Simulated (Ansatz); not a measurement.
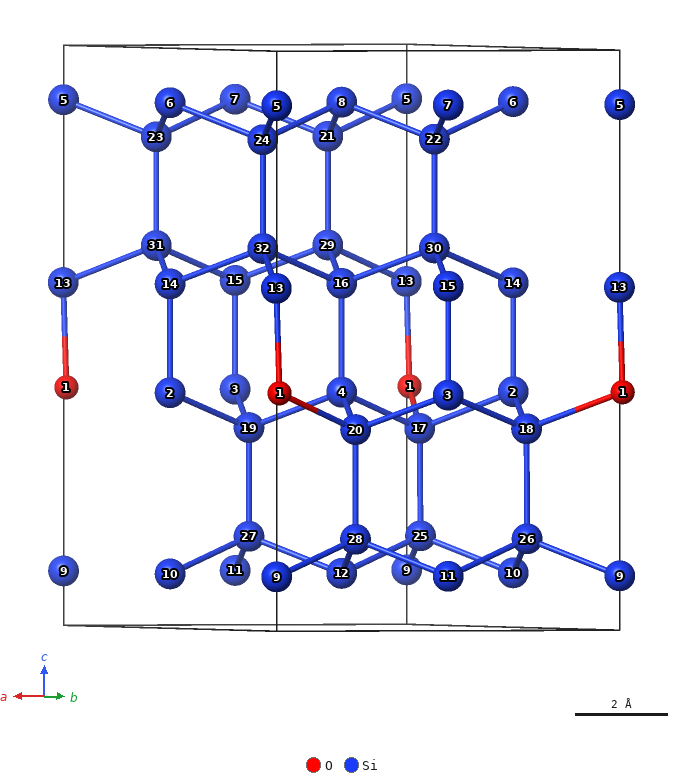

The structure as given in the input (ball-and-stick view of the cell of the calculation, seen at an oblique angle; atoms are numbered from 1 in the order of the input). An atom can appear more than once, as a periodic image. Near neighbours in the periodic cell (some may lie outside the picture): O has 4 Si at 2.30 to 2.42 Å; Si has 4 Si at 2.29 to 2.41 Å; Si has 1 O at 2.30 to 2.42 Å and 3 Si at 2.29 to 2.41 Å.

Run report: Si$_{31}$O, geometry relaxation (part 1 of 4)

System: Si$_{31}$O (defect cell, 32 atoms in the cell).
Method: DFT PBE, scalar-relativistic, plane waves, PAW, spin-polarised (Ansatz 0.2.0).

The structure derives from an entry of the Crystallography Open Database. Figures and captions count atoms from 1; the log counts them from 0 in places.

**Output**
```
settings of this run that can trade accuracy for cost: output.eigenvalues: false. Do not mix this run's numbers with those of runs without the same settings; the input reference describes each key
Engine: ansatz 0.2.0, aarch64-unknown-linux-gnu
Pseudopotentials: kind: paw
Pseudopotential: O, paw, valence charge 6, recommended cutoff 420 eV (normal), O.paw.azcp
Pseudopotential: Si, paw, valence charge 4, recommended cutoff 420 eV (normal), Si.paw.azcp
Functional definition: PBE
  parameter kappa = 0.804
  parameter beta = 0.06672455060314922
  exchange = pbe_x(kappa = kappa, mu = beta*pi^2/3)
  correlation = pbe_c(beta = beta)
Crystal: 32 atoms, lattice volume = 634.031 Å³
Basis set: ecut = 420 eV, 12427 PW (Γ), exchange–correlation on 108×108×180 points (8 copies of the dense FFT grid, shifted against one another)
Bands: 99, of which v1, the nominal top of the filled ones, is band 65 counted from 1 (64 counted from 0)
Symmetry: 1 space group operations
Space group: P1 (ITA 1), of the structure as read, at distance tolerance 8.6e-5 Å
Magnetic group: BNS 1.1 (UNI 1), of the structure as read, at distance tolerance 8.6e-5 Å
k-points: 5 of 9 (time reversal used)
Non-local potential: O, projectors of the file, l = 0: 2, l = 1: 2, l = 2: 1
Non-local potential: Si, projectors of the file, l = 0: 2, l = 1: 2, l = 2: 2
PAW form: soft (Blöchl's): semilocal exchange-correlation on the pseudo side does not see the compensation charge
PAW one-centre angular grid: O, 110 points (default); XC on 64 Gauss nodes
PAW one-centre angular grid: Si, 110 points (default); XC on 64 Gauss nodes
Initial density: superposition of atomic densities (chi_scale 0.1, normalization cell, long waves kept (reshape's long-wave potential 0.97 eV rms))
Starting moments: Σ|m| = 2.5 μB on 5 of 32 sites
Initial wavefunctions: pseudopotential atomic-orbital guess
Functional: x = pbe(κ = 0.804, μ = 0.2195149727645171), c = pbe(β = 0.06672455060314922)
SCF iter   1: F=—  HF=-20293.616106 eV  |F-HF|=—  |Δ(HF+E_count)|=         —  Δρ=6.16e-2 (↑6.16e-2 ↓5.27e-2)  dr2=2.65e2  dr2_m=1.98e-1  M=0.469 μB ∫|m|=0.730 μB  β_m=0.30  ethr=3.10e-3  ⟨swp⟩=7.2  Hψ=5062  notcnv=0  defer=23
preconditioner: auto → Kerker (q_TF=auto, 2.095 Å⁻¹)  [metal: Δε(μ)=0.011 eV  Ē_g=8.082 eV  σ=0.050 eV  W_gap=0.13  n_scr=98 (ndim 8)  ℏωp=16.8 eV  f_vac=0.000  D(μ)=21.29/eV (n_scr^D=146)]
spin=Collinear: Kerker preconditioning applied to the charge; magnetization (m = ρ↑ − ρ↓) channel mixes plain (no charge-response kernel on spin).
SCF iter   2: F=—  HF=-20280.409826 eV  |F-HF|=—  |Δ(HF+E_count)|=    1.32e1  Δρ=3.00e-2 (↑2.63e-2 ↓3.00e-2)  dr2=3.44e1  dr2_m=1.31e-1  M=0.041 μB ∫|m|=0.469 μB  β_m=0.30  ethr=3.10e-3  ⟨swp⟩=4.9  Hψ=2630  notcnv=0  defer=253
preconditioner: auto → Resta (q_TF=auto, 2.095 Å⁻¹)  ε∞=5.3  [insulator: Δε(μ)=0.250 eV  Ē_g=8.011 eV  σ=0.050 eV  W_gap=0.62  n_scr=98 (ndim 8)  ℏωp=16.7 eV  f_vac=0.000  D(μ)=7.76/eV (n_scr^D=36)  ε∞_Penn≈5.3]
spin=Collinear: Resta preconditioning applied to the charge; magnetization (m = ρ↑ − ρ↓) channel mixes plain (no charge-response kernel on spin).
SCF iter   3: F=—  HF=-20276.004400 eV  |F-HF|=—  |Δ(HF+E_count)|=    4.41e0  Δρ=1.45e-2 (↑1.45e-2 ↓1.43e-2)  dr2=9.87e0  dr2_m=7.32e-2  M=0.027 μB ∫|m|=0.313 μB  β_m=0.30  ethr=3.10e-3  ⟨swp⟩=3.1  Hψ=1996  notcnv=0  defer=266
SCF iter   4: F=—  HF=-20274.477400 eV  |F-HF|=—  |Δ(HF+E_count)|=    1.53e0  Δρ=9.06e-3 (↑9.06e-3 ↓7.26e-3)  dr2=2.65e0  dr2_m=3.54e-2  M=0.164 μB ∫|m|=0.299 μB  β_m=0.30  ethr=3.10e-3  ⟨swp⟩=4.4  Hψ=1678  notcnv=0  defer=262
SCF iter   5: F=—  HF=-20274.066771 eV  |F-HF|=—  |Δ(HF+E_count)|=   4.11e-1  Δρ=4.17e-3 (↑2.62e-3 ↓4.17e-3)  dr2=2.65e-1  dr2_m=1.00e-2  M=0.361 μB ∫|m|=0.426 μB  β_m=0.30  ethr=2.04e-3  ⟨swp⟩=3.9  Hψ=1592  notcnv=0  defer=262
SCF iter   6: F=—  HF=-20274.060862 eV  |F-HF|=—  |Δ(HF+E_count)|=   5.91e-3  Δρ=2.12e-3 (↑2.12e-3 ↓1.64e-3)  dr2=5.96e-2  dr2_m=9.53e-3  M=0.220 μB ∫|m|=0.293 μB  β_m=0.30  ethr=2.04e-4  ⟨swp⟩=3.3  Hψ=1650  notcnv=0  defer=273
SCF iter   7: F=—  HF=-20274.079457 eV  |F-HF|=—  |Δ(HF+E_count)|=   1.86e-2  Δρ=1.48e-3 (↑1.48e-3 ↓8.08e-4)  dr2=2.07e-2  dr2_m=5.78e-3  M=0.212 μB ∫|m|=0.269 μB  β_m=0.30  ethr=4.58e-5  ⟨swp⟩=2.6  Hψ=1422  notcnv=0  defer=273
Mixer restart at iter 7: flushing history
spin-set hold released at iteration 7 (site moments contracting): the magnetisation degrees of freedom join the quasi-Newton model from the next iteration; the mixer history was flushed
SCF iter   8: F=—  HF=-20274.082294 eV  |F-HF|=—  |Δ(HF+E_count)|=   2.84e-3  Δρ=9.23e-4 (↑7.42e-4 ↓9.23e-4)  dr2=5.00e-3  dr2_m=3.30e-3  M=0.217 μB ∫|m|=0.261 μB  β_m=0.42  ethr=1.60e-5  ⟨swp⟩=2.0  Hψ=1190  notcnv=0  defer=274
SCF iter   9: F=—  HF=-20274.086516 eV  |F-HF|=—  |Δ(HF+E_count)|=   4.22e-3  Δρ=7.70e-4 (↑7.70e-4 ↓4.99e-4)  dr2=3.51e-3  dr2_m=1.88e-3  M=0.171 μB ∫|m|=0.209 μB  β_m=0.55  ethr=3.85e-6  ⟨swp⟩=2.0  Hψ=1353  notcnv=0  defer=276
SCF iter  10: F=—  HF=-20274.090413 eV  |F-HF|=—  |Δ(HF+E_count)|=   3.90e-3  Δρ=2.86e-4 (↑1.53e-4 ↓2.86e-4)  dr2=3.69e-4  dr2_m=2.42e-4  M=0.120 μB ∫|m|=0.140 μB  β_m=0.67  ethr=2.70e-6  ⟨swp⟩=2.4  Hψ=1294  notcnv=0  defer=276
SCF iter  11: F=—  HF=-20274.091050 eV  |F-HF|=—  |Δ(HF+E_count)|=   6.37e-4  Δρ=1.01e-4 (↑1.01e-4 ↓8.02e-5)  dr2=1.50e-5  dr2_m=4.51e-5  M=0.075 μB ∫|m|=0.088 μB  β_m=0.84  ethr=2.84e-7  ⟨swp⟩=2.6  Hψ=1481  notcnv=0  defer=276
SCF iter  12: F=—  HF=-20274.091195 eV  |F-HF|=—  |Δ(HF+E_count)|=   1.45e-4  Δρ=6.42e-5 (↑6.42e-5 ↓5.26e-5)  dr2=1.93e-5  dr2_m=1.87e-5  M=0.050 μB ∫|m|=0.058 μB  β_m=0.92  ethr=1.15e-8  ⟨swp⟩=4.6  Hψ=2870  notcnv=0
SCF iter  13: F=—  HF=-20274.091263 eV  |F-HF|=—  |Δ(HF+E_count)|=   6.82e-5  Δρ=3.41e-5 (↑3.41e-5 ↓2.91e-5)  dr2=9.69e-6  dr2_m=5.29e-6  M=0.026 μB ∫|m|=0.030 μB  β_m=0.96  ethr=1.15e-8  ⟨swp⟩=4.9  Hψ=2774  notcnv=0
SCF iter  14: F=—  HF=-20274.091288 eV  |F-HF|=—  |Δ(HF+E_count)|=   2.55e-5  Δρ=2.04e-5 (↑1.15e-5 ↓2.04e-5)  dr2=4.92e-6  dr2_m=1.08e-6  M=0.007 μB ∫|m|=0.012 μB  β_m=0.98  ethr=7.45e-9  ⟨swp⟩=4.2  Hψ=2695  notcnv=0
SCF iter  15: F=—  HF=-20274.091293 eV  |F-HF|=—  |Δ(HF+E_count)|=   4.13e-6  Δρ=8.98e-6 (↑5.45e-6 ↓8.98e-6)  dr2=8.83e-7  dr2_m=2.36e-7  M=-0.003 μB ∫|m|=0.005 μB  β_m=0.99  ethr=3.79e-9  ⟨swp⟩=4.0  Hψ=2372  notcnv=0
SCF iter  16: F=-20274.091294 eV  HF=-20274.091294 eV  |F-HF|=7.01e-8  |Δ(HF+E_count)|=   1.06e-6  Δρ=4.15e-6 (↑4.15e-6 ↓3.07e-6)  dr2=1.08e-7  dr2_m=6.55e-8  M=-0.002 μB ∫|m|=0.002 μB  ethr=6.79e-10  ⟨swp⟩=3.0  Hψ=2089  notcnv=0
WARN: the starting moments were not kept: the SCF closed with an absolute magnetisation of 2.4e-3 μB, where they sum to 2.5 μB in size (5 sites). That is at most 0.1 of that sum. Measured as dr2_m measures the in/out step, that magnetisation stands 1.9e-7 eV from none, at or under the dr2_threshold of 6.3e-5 eV: it is no larger than a step whose dr2_m would equal this threshold. The system may hold no moment; this SCF shows only that its start led to no more than that. To try another start: raise the starting moments (crystal.atoms[].spin, magnetization.per_species, magnetization.initial_magnetization, or on a non-collinear deck that types none of these the spinor_matrix: blocks that start its atoms; where the total moment is fixed, keep their sum and leave initial_magnetization as it is; typed ones take the place of any that the run laid by itself, positive ones on a crystal's lanthanoids without a Hubbard term where scf.initial_density.shell_occupations: [] is typed) or, if the notice of its spin-set hold's release reads "site moments contracting" or "site moments show no strong build", lengthen the hold (scf.mixing.spin_hold: { on: { confirm: 4 } }; for m-r²SCAN on two components see the key's manual first). Each may lead to a state that holds a moment. A second SCF, from the converged charge density, with the starting moments and any scf.initial_density.shell_occupations laid on it anew, would have followed, and was not run: the deck does not ask for one (magnetization.retry_lost_moments is false, the default). To let it run, set magnetization.retry_lost_moments: true and run the deck again, where that key's refused combinations let it; where memory then withholds it, that run's warning says so.
SCF 1 converged in 16 iterations: F = -20274.091294 eV  dr2 = 1.08e-7
  greatest PAW one-centre occupation: 0.886 electrons in one spin orbital (limit 2), on the O atom at site 0 (counted from 0), in its partial waves of l = 0
relax step   1: F+E_penalty+E_count = -20274.09129371 eV  Δ(F+E_penalty+E_count) = +0.000e0 eV  max|allowed force component| = 1.221e0 eV/Å  Δτ_max = 0.0000 Å  (16 SCF iters, dr2 threshold 6.25e-5 eV, accepted)
Initial density: handed on by an earlier stage of this run
Starting moments: Σ|m| = 2.5 μB on 5 of 32 sites; this step starts from the density that it was given
Initial wavefunctions: those handed on with the density
iter 1 solved again at ethr=2.61e-4 eV; its pass at ethr=3.10e-3 eV (dr2=3.39e-1 eV) is discarded
SCF iter   1: F=—  HF=-20274.677730 eV  |F-HF|=—  |Δ(HF+E_count)|=         —  Δρ=3.30e-3 (↑3.30e-3 ↓2.71e-3)  dr2=3.35e-1  dr2_m=3.52e-3  M=0.001 μB ∫|m|=0.080 μB  β_m=0.30  ethr=2.61e-4  ⟨swp⟩=2.1  Hψ=4044  notcnv=0  defer=272
preconditioner: auto → Resta (q_TF=auto, 2.095 Å⁻¹)  ε∞=5.5  [insulator: Δε(μ)=0.191 eV  Ē_g=7.893 eV  σ=0.050 eV  W_gap=0.99  n_scr=98 (ndim 8)  ℏωp=16.7 eV  f_vac=0.000  D(μ)=0.22/eV (n_scr^D=0)  ε∞_Penn≈5.5]
spin=Collinear: Resta preconditioning applied to the charge; magnetization (m = ρ↑ − ρ↓) channel mixes plain (no charge-response kernel on spin).
SCF iter   2: F=—  HF=-20274.634574 eV  |F-HF|=—  |Δ(HF+E_count)|=   4.32e-2  Δρ=2.30e-3 (↑2.30e-3 ↓2.01e-3)  dr2=1.34e-1  dr2_m=1.94e-3  M=0.002 μB ∫|m|=0.064 μB  β_m=0.51  ethr=2.58e-4  ⟨swp⟩=2.3  Hψ=1093  notcnv=0  defer=272
SCF iter   3: F=—  HF=-20274.614582 eV  |F-HF|=—  |Δ(HF+E_count)|=   2.00e-2  Δρ=1.36e-3 (↑1.36e-3 ↓1.31e-3)  dr2=6.87e-2  dr2_m=2.84e-4  M=0.001 μB ∫|m|=0.031 μB  β_m=0.46  ethr=1.03e-4  ⟨swp⟩=2.0  Hψ=1412  notcnv=0  defer=272
SCF iter   4: F=—  HF=-20274.603773 eV  |F-HF|=—  |Δ(HF+E_count)|=   1.08e-2  Δρ=2.93e-4 (↑2.93e-4 ↓2.92e-4)  dr2=2.94e-3  dr2_m=2.79e-5  M=0.000 μB ∫|m|=0.014 μB  β_m=0.64  ethr=5.28e-5  ⟨swp⟩=2.2  Hψ=1673  notcnv=0  defer=280
SCF iter   5: F=—  HF=-20274.603551 eV  |F-HF|=—  |Δ(HF+E_count)|=   2.22e-4  Δρ=7.40e-5 (↑7.00e-5 ↓7.40e-5)  dr2=1.33e-4  dr2_m=3.25e-6  M=0.000 μB ∫|m|=0.004 μB  β_m=0.77  ethr=2.26e-6  ⟨swp⟩=2.0  Hψ=1694  notcnv=0  defer=280
iter 6 did not close the SCF: its close was put off for a magnetic moment that had not settled (scf_convergence_deferred on its scf_iter line)
SCF iter   6: F=-20274.603618 eV  HF=-20274.603615 eV  |F-HF|=2.80e-6  |Δ(HF+E_count)|=   6.38e-5  Δρ=2.67e-5 (↑2.52e-5 ↓2.67e-5)  dr2=2.38e-5  dr2_m=4.51e-7  M=0.000 μB ∫|m|=0.002 μB  β_m=0.85  ethr=7.17e-8  ⟨swp⟩=2.0  Hψ=2811  notcnv=0
SCF iter   7: F=-20274.603626 eV  HF=-20274.603626 eV  |F-HF|=1.98e-7  |Δ(HF+E_count)|=   1.14e-5  Δρ=8.50e-6 (↑8.50e-6 ↓6.18e-6)  dr2=2.33e-6  dr2_m=3.25e-8  M=0.000 μB ∫|m|=0.001 μB  ethr=1.83e-8  ⟨swp⟩=1.7  Hψ=2384  notcnv=0
the starting moments were not kept: the SCF closed with an absolute magnetisation of 7.5e-4 μB, where they sum to 2.5 μB in size (5 sites). That is at most 0.1 of that sum. Measured as dr2_m measures the in/out step, that magnetisation stands 2.8e-8 eV from none, at or under the dr2_threshold of 9.3e-5 eV: it is no larger than a step whose dr2_m would equal this threshold.
SCF 2 converged in 7 iterations: F = -20274.603626 eV  dr2 = 2.33e-6
  greatest PAW one-centre occupation: 0.890 electrons in one spin orbital (limit 2), on the O atom at site 0 (counted from 0), in its partial waves of l = 0
relax step   2: F+E_penalty+E_count = -20274.60362617 eV  Δ(F+E_penalty+E_count) = -5.123e-1 eV  max|allowed force component| = 6.204e-1 eV/Å  Δτ_max = 0.1690 Å  (7 SCF iters, dr2 threshold 9.32e-5 eV, accepted)
[... from here on the SCF iterations and repeated set-up lines of each step are left out, up to the last step ...]
SCF 3 converged in 7 iterations: F = -20274.672408 eV  dr2 = 6.44e-7
relax step   3: F+E_penalty+E_count = -20274.67240819 eV  Δ(F+E_penalty+E_count) = -6.878e-2 eV  max|allowed force component| = 2.951e-1 eV/Å  Δτ_max = 0.0664 Å  (7 SCF iters, dr2 threshold 2.41e-5 eV, accepted)
SCF 4 converged in 7 iterations: F = -20274.713201 eV  dr2 = 2.19e-7
relax step   4: F+E_penalty+E_count = -20274.71320150 eV  Δ(F+E_penalty+E_count) = -4.079e-2 eV  max|allowed force component| = 4.002e-1 eV/Å  Δτ_max = 0.0626 Å  (7 SCF iters, dr2 threshold 1.97e-5 eV, accepted)
SCF 5 converged in 7 iterations: F = -20274.938914 eV  dr2 = 1.18e-6
relax step   5: F+E_penalty+E_count = -20274.93891440 eV  Δ(F+E_penalty+E_count) = -2.257e-1 eV  max|allowed force component| = 5.081e-1 eV/Å  Δτ_max = 0.1803 Å  (7 SCF iters, dr2 threshold 3.62e-5 eV, accepted)
SCF 6 converged in 7 iterations: F = -20275.174158 eV  dr2 = 7.21e-7
relax step   6: F+E_penalty+E_count = -20275.17415825 eV  Δ(F+E_penalty+E_count) = -2.352e-1 eV  max|allowed force component| = 5.221e-1 eV/Å  Δτ_max = 0.1286 Å  (7 SCF iters, dr2 threshold 1.00e-4 eV, accepted)
SCF 7 converged in 7 iterations: F = -20275.454455 eV  dr2 = 1.33e-6
relax step   7: F+E_penalty+E_count = -20275.45445504 eV  Δ(F+E_penalty+E_count) = -2.803e-1 eV  max|allowed force component| = 4.012e-1 eV/Å  Δτ_max = 0.2000 Å  (7 SCF iters, dr2 threshold 1.00e-4 eV, accepted)
SCF 8 converged in 7 iterations: F = -20275.608062 eV  dr2 = 8.22e-7
relax step   8: F+E_penalty+E_count = -20275.60806239 eV  Δ(F+E_penalty+E_count) = -1.536e-1 eV  max|allowed force component| = 8.621e-1 eV/Å  Δτ_max = 0.1973 Å  (7 SCF iters, dr2 threshold 9.51e-5 eV, accepted)
SCF 9 converged in 7 iterations: F = -20275.795537 eV  dr2 = 1.47e-6
relax step   9: F+E_penalty+E_count = -20275.79553730 eV  Δ(F+E_penalty+E_count) = -1.875e-1 eV  max|allowed force component| = 5.128e-1 eV/Å  Δτ_max = 0.1947 Å  (7 SCF iters, dr2 threshold 1.00e-4 eV, accepted)
SCF 10 converged in 7 iterations: F = -20275.955306 eV  dr2 = 4.32e-7
relax step  10: F+E_penalty+E_count = -20275.95530635 eV  Δ(F+E_penalty+E_count) = -1.598e-1 eV  max|allowed force component| = 3.854e-1 eV/Å  Δτ_max = 0.1951 Å  (7 SCF iters, dr2 threshold 9.31e-5 eV, accepted)
SCF 11 converged in 6 iterations: F = -20275.987330 eV  dr2 = 4.30e-6
```
